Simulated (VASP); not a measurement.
## Run report: Ga$_{3}$Sb, geometry relaxation (part 3 of 4)

The same run, continued: Ga$_{3}$Sb (P6/mmm, 4 atoms in the cell); Kohn-Sham DFT of a periodic cell, PBE, VASP PAW PBE potentials, recommended, no spin polarisation (VASP 6.6.1); cutoff 520 eV, 6×6×3 k-mesh, Gaussian smearing of 0.15 eV. The structure was built on a prototype by a generator; it need not be a known phase.

Geometry of the input (Å; fractional positions):
```
3.7585  0.0000  0.0000
-1.8792  3.2549  0.0000
0.0000  0.0000  7.3256
Ga 0.3333  0.6667  0.5000
Ga 0.6667  0.3333  0.5000
Ga 0.0000  0.0000  0.5000
Sb 0.0000  0.0000  0.0000
```

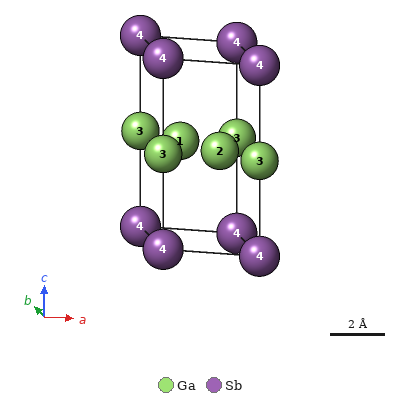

The starting structure (spheres-only view of the cell of the calculation, seen slightly off an axis; atoms are numbered from 1 in the order of the input).

### Parts of OUTCAR, continued
```
  FREE ENERGIE OF THE ION-ELECTRON SYSTEM (eV)
  ---------------------------------------------------
  free  energy   TOTEN  =        -9.5874503466 eV

  energy  without entropy=       -9.5387824434  energy(sigma->0) =       -9.56311639

--------------------------------------- Ionic step        3  -------------------------------------------

 number of electron      44.0000229 magnetization

------------------------ aborting loop because EDIFF is reached ----------------------------------------

  FORCE on cell =-STRESS in cart. coord.  units (eV):
  Direction    XX          YY          ZZ          XY          YZ          ZX
  --------------------------------------------------------------------------------------
  -------------------------------------------------------------------------------------
  Total        1.3348976      1.3348976     -6.3541111      0.0000000      0.0000000      0.0000000
  in kB       16.1453337     16.1453337    -76.8517706      0.0000000      0.0000000      0.0000000
  external PRESSURE =     -14.8537011 kB  Pullay stress =       0.0000000 kB

 VOLUME and BASIS-vectors are now :
 -----------------------------------------------------------------------------
  energy-cutoff  :      520.00
  volume of cell :      132.47
      direct lattice vectors                 reciprocal lattice vectors
     4.614002915  0.000000001  0.000000000     0.216731549  0.125130018 -0.000000000
    -2.307001450  3.995843736  0.000000000    -0.000000000  0.250260037  0.000000000
     0.000000000 -0.000000000  7.184973111     0.000000000 -0.000000000  0.139179366

 POSITION                                       TOTAL-FORCE (eV/Angst)
 -----------------------------------------------------------------------------------
     -0.00000      2.66390      3.59249        -0.000000     -0.000000     -0.000000
      2.30700      1.33195      3.59249         0.000000      0.000000      0.000000
      0.00000     -0.00000      3.59249        -0.000000     -0.000000     -0.000000
     -2.30700      3.99584      0.00000        -0.000000      0.000000     -0.000000
 -----------------------------------------------------------------------------------
    total drift:                                0.000000      0.000000      0.000000

  FREE ENERGIE OF THE ION-ELECTRON SYSTEM (eV)
  ---------------------------------------------------
  free  energy   TOTEN  =       -10.0279473821 eV

  energy  without entropy=       -9.9920495744  energy(sigma->0) =      -10.00999848

 E-fermi :   4.6667     XC(G=0):  -9.6155     alpha+bet :-10.0807

 val. band max:        4.5735855579   @ k =   0.3333   0.0000   0.3333
 cond. band min:       4.7474799849   @ k =   0.1667   0.0000   0.3333
 fundamental gap:      0.1738944269
 Fermi energy:         4.6666520407

 k-point     1 :       0.0000    0.0000    0.0000
  band No.  band energies     occupation
      1     -10.9025      2.00000
      2     -10.7198      2.00000
      3     -10.7198      2.00000
      4     -10.7129      2.00000
      5     -10.7129      2.00000
      6     -10.4942      2.00000
      7     -10.4361      2.00000
      8     -10.4361      2.00000
      9     -10.4054      2.00000
     10     -10.4054      2.00000
     11     -10.3487      2.00000
     12     -10.3487      2.00000
     13     -10.3288      2.00000
     14     -10.3182      2.00000
     15     -10.3181      2.00000
     16      -6.6879      2.00000
     17      -2.1920      2.00000
     18       0.1583      2.00000
     19       2.6608      2.00000
     20       2.6608      2.00000
     21       3.0952      2.00000
     22       3.3054      2.00000
     23       4.1161      2.00000
     24       4.1162      2.00000
     25       6.7282      0.00000
     26       7.1023      0.00000

 k-point     2 :       0.1667    0.0000    0.0000
  band No.  band energies     occupation
      1     -10.8938      2.00000
      2     -10.7325      2.00000
      3     -10.7264      2.00000
      4     -10.7237      2.00000
      5     -10.7199      2.00000
      6     -10.4994      2.00000
      7     -10.4477      2.00000
      8     -10.4431      2.00000
      9     -10.4316      2.00000
     10     -10.4253      2.00000
     11     -10.3363      2.00000
     12     -10.3316      2.00000
     13     -10.3190      2.00000
     14     -10.2831      2.00000
     15     -10.2815      2.00000
     16      -6.5076      2.00000
     17      -2.2754      2.00000
     18       0.3102      2.00000
     19       0.9106      2.00000
     20       1.9426      2.00000
     21       2.3233      2.00000
     22       4.3990      1.98838
     23       5.0623      0.00019
     24       5.9126      0.00000
     25       6.2814      0.00000
     26       7.1706      0.00000

 k-point     3 :       0.3333    0.0000    0.0000
  band No.  band energies     occupation
      1     -10.8822      2.00000
      2     -10.7888      2.00000
      3     -10.7490      2.00000
      4     -10.7312      2.00000
      5     -10.7168      2.00000
      6     -10.4880      2.00000
      7     -10.4851      2.00000
      8     -10.4356      2.00000
      9     -10.4227      2.00000
     10     -10.4144      2.00000
     11     -10.3512      2.00000
     12     -10.3390      2.00000
     13     -10.3209      2.00000
     14     -10.2416      2.00000
     15     -10.2034      2.00000
     16      -6.0341      2.00000
     17      -2.6988      2.00000
     18      -0.4956      2.00000
     19       0.6654      2.00000
     20       1.2064      2.00000
     21       1.9331      2.00000
     22       4.4689      1.93771
     23       5.4578      0.00000
     24       5.7765      0.00000
     25       7.0126      0.00000
     26       7.9496      0.00000

 k-point     4 :       0.5000    0.0000    0.0000
  band No.  band energies     occupation
      1     -10.8832      2.00000
      2     -10.8138      2.00000
      3     -10.7585      2.00000
      4     -10.7349      2.00000
      5     -10.7134      2.00000
      6     -10.4987      2.00000
      7     -10.4850      2.00000
      8     -10.4189      2.00000
      9     -10.4183      2.00000
     10     -10.4089      2.00000
     11     -10.3526      2.00000
     12     -10.3393      2.00000
     13     -10.3219      2.00000
     14     -10.2392      2.00000
     15     -10.1703      2.00000
     16      -5.6815      2.00000
     17      -3.1500      2.00000
     18      -0.8625      2.00000
     19       0.8815      2.00000
     20       0.9434      2.00000
     21       1.9008      2.00000
     22       4.0257      2.00000
     23       5.0361      0.00050
     24       5.7932      0.00000
     25       7.5586      0.00000
     26      17.3444      0.00000

 k-point     5 :       0.1667    0.1667    0.0000
  band No.  band energies     occupation
      1     -10.8843      2.00000
      2     -10.7648      2.00000
      3     -10.7569      2.00000
      4     -10.7271      2.00000
      5     -10.7199      2.00000
      6     -10.5072      2.00000
      7     -10.4638      2.00000
      8     -10.4331      2.00000
      9     -10.4328      2.00000
     10     -10.4065      2.00000
     11     -10.3496      2.00000
     12     -10.3326      2.00000
     13     -10.3193      2.00000
     14     -10.2544      2.00000
     15     -10.2236      2.00000
     16      -6.1758      2.00000
     17      -2.4864      2.00000
     18      -0.1684      2.00000
     19       0.5178      2.00000
     20       0.5669      2.00000
     21       3.5169      2.00000
     22       4.3082      1.99927
     23       4.9306      0.01283
     24       5.7421      0.00000
     25       6.3270      0.00000
     26       7.8510      0.00000

 [... the levels of 8 k-points are left out ...]

 k-point    14 :       0.3333    0.3333    0.3333
  band No.  band energies     occupation
      1     -10.8720      2.00000
      2     -10.8093      2.00000
      3     -10.8093      2.00000
      4     -10.7278      2.00000
      5     -10.7278      2.00000
      6     -10.5300      2.00000
      7     -10.4606      2.00000
      8     -10.4006      2.00000
      9     -10.4006      2.00000
     10     -10.3712      2.00000
     11     -10.3712      2.00000
     12     -10.3166      2.00000
     13     -10.2778      2.00000
     14     -10.2777      2.00000
     15     -10.1926      2.00000
     16      -4.9803      2.00000
     17      -2.7247      2.00000
     18      -2.1959      2.00000
     19      -2.1959      2.00000
     20       2.6609      2.00000
     21       2.6609      2.00000
     22       4.7825      0.27485
     23       6.5165      0.00000
     24       7.5797      0.00000
     25       7.8941      0.00000
     26       8.3603      0.00000

[... ionic steps 4 to 15 ...]

--------------------------------------- Ionic step       16  -------------------------------------------

 number of electron      44.0000311 magnetization

------------------------ aborting loop because EDIFF is reached ----------------------------------------

  FORCE on cell =-STRESS in cart. coord.  units (eV):
  Direction    XX          YY          ZZ          XY          YZ          ZX
  --------------------------------------------------------------------------------------
  -------------------------------------------------------------------------------------
  Total       -0.1852149     -0.1852149      0.5071198     -0.0000000      0.0000000      0.0000000
  in kB       -2.5975421     -2.5975420      7.1120907     -0.0000000      0.0000000      0.0000000
  external PRESSURE =       0.6390022 kB  Pullay stress =       0.0000000 kB

 VOLUME and BASIS-vectors are now :
 -----------------------------------------------------------------------------
  energy-cutoff  :      520.00
  volume of cell :      114.24
      direct lattice vectors                 reciprocal lattice vectors
     5.055969238  0.000000002 -0.000000000     0.197786013  0.114191808  0.000000000
    -2.527984610  4.378597798  0.000000000    -0.000000000  0.228383616 -0.000000000
    -0.000000000  0.000000000  5.160412575     0.000000000 -0.000000000  0.193782955

 POSITION                                       TOTAL-FORCE (eV/Angst)
 -----------------------------------------------------------------------------------
     -0.00000      2.91907      2.58021        -0.000000      0.000000     -0.000000
      2.52798      1.45953      2.58021        -0.000000     -0.000000      0.000000
     -0.00000      0.00000      2.58021         0.000000      0.000000      0.000000
     -2.52798      4.37860      0.00000         0.000000      0.000000      0.000000
 -----------------------------------------------------------------------------------
    total drift:                                0.000000      0.000000      0.000000

  FREE ENERGIE OF THE ION-ELECTRON SYSTEM (eV)
  ---------------------------------------------------
  free  energy   TOTEN  =       -11.2801223790 eV

  energy  without entropy=      -11.2563726356  energy(sigma->0) =      -11.26824751

--------------------------------------- Ionic step       17  -------------------------------------------

 number of electron      44.0000265 magnetization

------------------------ aborting loop because EDIFF is reached ----------------------------------------

  FORCE on cell =-STRESS in cart. coord.  units (eV):
  Direction    XX          YY          ZZ          XY          YZ          ZX
  --------------------------------------------------------------------------------------
  -------------------------------------------------------------------------------------
  Total       -0.3894485     -0.3894485     -0.2707725     -0.0000000      0.0000000      0.0000000
  in kB       -5.4454136     -5.4454135     -3.7860410     -0.0000000      0.0000000      0.0000000
  external PRESSURE =      -4.8922894 kB  Pullay stress =       0.0000000 kB

 VOLUME and BASIS-vectors are now :
 -----------------------------------------------------------------------------
  energy-cutoff  :      520.00
  volume of cell :      114.59
      direct lattice vectors                 reciprocal lattice vectors
     5.039814711  0.000000002 -0.000000000     0.198419993  0.114557836  0.000000000
    -2.519907347  4.364607567  0.000000000    -0.000000000  0.229115673 -0.000000000
    -0.000000000  0.000000000  5.209187840     0.000000000 -0.000000000  0.191968505

 POSITION                                       TOTAL-FORCE (eV/Angst)
 -----------------------------------------------------------------------------------
     -0.00000      2.90974      2.60459         0.000000     -0.000000     -0.000000
      2.51991      1.45487      2.60459        -0.000000      0.000000      0.000000
     -0.00000      0.00000      2.60459         0.000000      0.000000     -0.000000
      0.00000      0.00000      0.00000         0.000000     -0.000000     -0.000000
 -----------------------------------------------------------------------------------
    total drift:                                0.000000      0.000000      0.000000

  FREE ENERGIE OF THE ION-ELECTRON SYSTEM (eV)
  ---------------------------------------------------
  free  energy   TOTEN  =       -11.2915607911 eV

  energy  without entropy=      -11.2679920033  energy(sigma->0) =      -11.27977640

--------------------------------------- Ionic step       18  -------------------------------------------

 number of electron      44.0000193 magnetization

 Free energy of the ion-electron system (eV)
  ---------------------------------------------------
  ext. energy  EPLUGINS =         0.00000000
  ---------------------------------------------------
  free energy    TOTEN  =       -11.29470241 eV

  energy without entropy =      -11.27139021  energy(sigma->0) =      -11.28304631

 E-fermi :   3.6617     XC(G=0):  -9.0948     alpha+bet : -8.9584

 val. band max:        3.6074718723   @ k =   0.3333   0.0000   0.3333
 cond. band min:       3.7342036866   @ k =   0.0000   0.0000   0.3333
 fundamental gap:      0.1267318143
 Fermi energy:         3.6617101449
```
